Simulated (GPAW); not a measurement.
GaP (space group R-3m, No. 166). Coordinates: a cell listed in the Materials Project, as set up for an electronic-structure calculation.

```
Ga P
1.0
     3.88603    0.00000    0.00000
    -1.94302    3.36540    0.00000
     0.00000    0.00000   19.29243
Ga P
6 6
Direct
  0.33333 0.66667 0.23129
  0.33333 0.66667 0.10204
  0.00000 0.00000 0.56463
  0.00000 0.00000 0.43537
  0.66667 0.33333 0.89796
  0.66667 0.33333 0.76871
  0.66667 0.33333 0.27594
  0.00000 0.00000 0.05739
  0.33333 0.66667 0.60928
  0.66667 0.33333 0.39072
  0.00000 0.00000 0.94261
  0.33333 0.66667 0.72406
```

Describe the stacking along c, naming the columns A, B, C as they first turn up.

P(A) – Ga(B) – Ga(B) – P(C) – P(C) – Ga(A) – Ga(A) – P(B) – P(B) – Ga(C) – Ga(C) – P(A) (twelve layers in 19.29 Å).

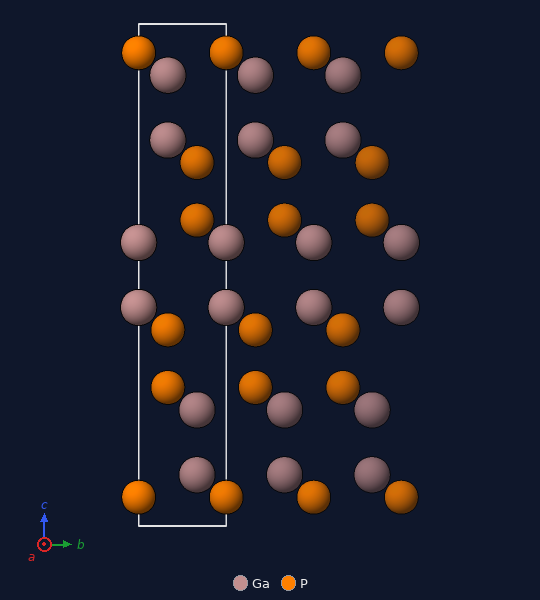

Projection along an edge of the hexagonal mesh, stacking direction c upwards. Every atom sits on one of the three columns of the mesh; call them A, B, C in the order in which they first turn up. The sequence starts with the first layer at or above the cell's origin.
